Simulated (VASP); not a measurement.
# Mending a single-point calculation on NaH

System: NaH (Imm2, 2 atoms in the cell).
Method of run A: DFT, plane waves, PAW, settings varied from a PBE run (VASP 6.6.1).

The structure was built on a prototype by a generator. The run did not end well. The geometry comes from this level: r2SCAN (a point of a series of strains). 

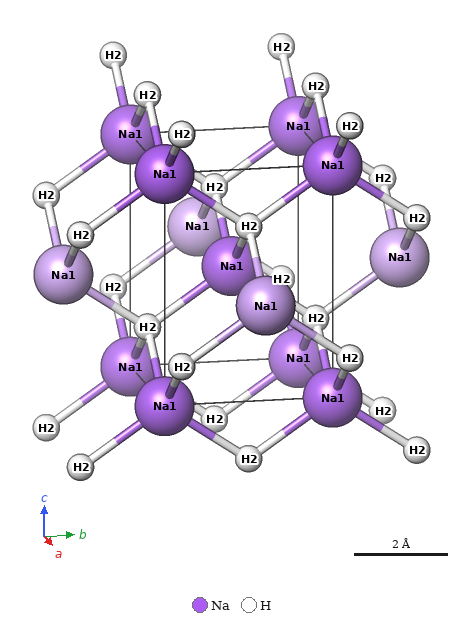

The structure as given in the input (ball-and-stick view of the cell 2 times as large as that of the calculation, set on its symmetry axes, seen slightly off an axis; neighbours outside the cell are drawn fainter; atoms are numbered from 1 in the order of the input). Near neighbours in the crystal (not all of them lie inside the picture): Na has 4 H at 2.24 to 2.25 Å; H has 4 Na at 2.24 to 2.25 Å.

**INCAR, run A**
```
ENCUT = 520.000000
SIGMA = 0.020000
EDIFF = 1.00e-07
GGA = PE
PREC = Accurate
IBRION = -1
ISIF = 2
ISMEAR = -1
NBANDS = 11
NSW = 0
LASPH = .TRUE.
LCHARG = .FALSE.
LWAVE = .FALSE.
LREAL = .FALSE.
NELM = 61
IMIX = 1
AMIX = 2.0
BMIX = 0.0001
```

**KPOINTS, run A**
```
KPOINTS created by Atomic Simulation Environment
0
Gamma
8 8 8
0 0 0
```

**POSCAR, run A**
```
Na H
 1.0000000000000000
     0.0389538158000000    2.5969210560999998    2.5969210560999998
     2.5969210560999998    0.0389538158000000    2.5969210560999998
     2.6358748719000000    2.6358748719000000    0.0000000000000000
 Na  H
   1   1
Cartesian
 -0.0000000000000000  0.0000000000000000  0.0150851724956388
  1.3179374359499996  1.3179374359499996  1.2833753555543610
```

Command:
```bash
mpirun -np 1 vasp_std
```

Hardware: 1 CPU thread, shared host.

**OSZICAR and lines of OUTCAR (run A)**
```
N       E                     dE             d eps       ncg     rms          rms(c)
DAV:   1     0.344577651577E+02    0.34458E+02   -0.45365E+03  2102   0.714E+02
DAV:   2    -0.411807438630E+01   -0.38576E+02   -0.37966E+02  2150   0.182E+02
DAV:   3    -0.552389590688E+01   -0.14058E+01   -0.14038E+01  2523   0.338E+01
DAV:   4    -0.553500581030E+01   -0.11110E-01   -0.11109E-01  2411   0.304E+00
DAV:   5    -0.553513086994E+01   -0.12506E-03   -0.12506E-03  2399   0.337E-01    0.354E+00
DAV:   6    -0.755392157620E+01   -0.20188E+01   -0.18093E+01  2430   0.171E+01    0.771E+00
DAV:   7    -0.963288231991E+01   -0.20790E+01   -0.29225E+01  2656   0.372E+01    0.131E+01
DAV:   8    -0.403770648110E+02   -0.30744E+02   -0.20761E+02  2264   0.122E+02    0.231E+01
DAV:   9    -0.162790518631E+03   -0.12241E+03   -0.83189E+02  3247   0.189E+02    0.555E+01
DAV:  10    -0.980467910662E+03   -0.81768E+03   -0.76245E+03  2312   0.194E+03    0.111E+02
DAV:  11    -0.322035124058E+04   -0.22399E+04   -0.20885E+04  3214   0.596E+02    0.200E+02
DAV:  12    -0.871508062261E+04   -0.54947E+04   -0.52026E+04  3732   0.714E+02    0.346E+02
DAV:  13    -0.150222009676E+05   -0.63071E+04   -0.56154E+04  2740   0.920E+02    0.495E+02
DAV:  14    -0.244058874454E+05   -0.93837E+04   -0.89206E+04  3876   0.111E+03    0.649E+02
[... from OUTCAR:]
                |
|     ERROR FEXCP: supplied Exchange-correletion table                        |
|      is too small, maximal index : 4811                                     |
|                                                                             |
|       ---->  I REFUSE TO CONTINUE WITH THIS SICK JOB ... BYE!!! <----       |
|                                                                             |
 -----------------------------------------------------------------------------

1
```

Q: Diagnose this run and give a change of the input that cures it.

A: Some settings of this run were drawn to be unusual or wrong (NELM = 61; IMIX = 1; AMIX = 2.0; BMIX = 0.0001). The run ended with an error: “ERROR FEXCP: supplied Exchange-correletion table is too small, maximal index : 4811 ----> I REFUSE TO CONTINUE WITH THIS SICK JOB ... BYE!!! <----”

A run of the same system that converges differs from this input as follows (lines with − go, lines with + come):
```diff
+NELM = 120
-NELM = 61
-IMIX = 1
-AMIX = 2.0
-BMIX = 0.0001
```

**OSZICAR and lines of OUTCAR (run B)**
```
N       E                     dE             d eps       ncg     rms          rms(c)
DAV:   1     0.344577651577E+02    0.34458E+02   -0.45365E+03  2102   0.714E+02
DAV:   2    -0.411807438630E+01   -0.38576E+02   -0.37966E+02  2150   0.182E+02
DAV:   3    -0.552389590688E+01   -0.14058E+01   -0.14038E+01  2523   0.338E+01
DAV:   4    -0.553500581030E+01   -0.11110E-01   -0.11109E-01  2411   0.304E+00
DAV:   5    -0.553513086994E+01   -0.12506E-03   -0.12506E-03  2399   0.337E-01    0.354E+00
DAV:   6    -0.508374579626E+01    0.45139E+00   -0.48530E-01  2737   0.260E+00    0.158E+00
DAV:   7    -0.497663405443E+01    0.10711E+00   -0.44793E-01  2440   0.210E+00    0.415E-01
DAV:   8    -0.498844263391E+01   -0.11809E-01   -0.22714E-02  2162   0.101E+00    0.103E-01
DAV:   9    -0.498856096081E+01   -0.11833E-03   -0.24690E-03  2390   0.383E-01    0.236E-02
DAV:  10    -0.498855772110E+01    0.32397E-05   -0.11107E-04  2315   0.840E-02    0.749E-03
DAV:  11    -0.498858471660E+01   -0.26995E-04   -0.46371E-05  2276   0.264E-02    0.856E-03
DAV:  12    -0.498858365290E+01    0.10637E-05   -0.46400E-06  2447   0.804E-03    0.805E-04
DAV:  13    -0.498858370983E+01   -0.56934E-07   -0.23251E-07  2336   0.263E-03
   1 F= -.49885837E+01 E0= -.49885837E+01  d E =-.170086E-12
       N       E                     dE             ncg
DAV:   1     0.919647013605E+03   -0.23706E+04      132
DAV:   2     0.678511381250E+03   -0.24114E+03      132
DAV:   3     0.670315983275E+03   -0.81954E+01      178
DAV:   4     0.670259432501E+03   -0.56551E-01      150
DAV:   5     0.670258863032E+03   -0.56947E-03      153
DAV:   6     0.670258852584E+03   -0.10447E-04      147
DAV:   7     0.670258852352E+03   -0.23269E-06      156
DAV:   8     0.670258852347E+03   -0.46002E-08      115
[... from OUTCAR:]
   NELECT =       8.0000    total number of electrons
 E-fermi :  -1.3794
  free  energy   TOTEN  =        -4.9885837098 eV
  energy  without entropy=       -4.9885837098  energy(sigma->0) =       -4.98858371
```

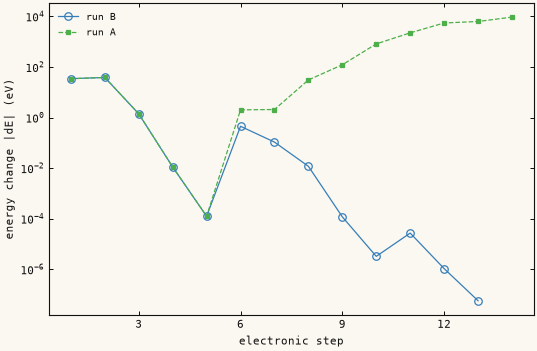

Convergence of the two runs: energy change |dE| against the electronic step. Run B takes 13 steps in all, and run A stops after 14.

**The two runs side by side**

| quantity | run A | run B |
| --- | --- | --- |
| outcome | error | converged |
| free energy per atom (eV) | – | −2.4943 |
| gap on the mesh (eV) | – | 3.54 |
| pressure (GPa) | – | 0.22 |
| volume per atom (Å³) | – | 17.51 |
| largest force (eV/Å) | – | 0.000 |
| SCF iterations | – | 13 |
| irreducible k-points | – | 95 |
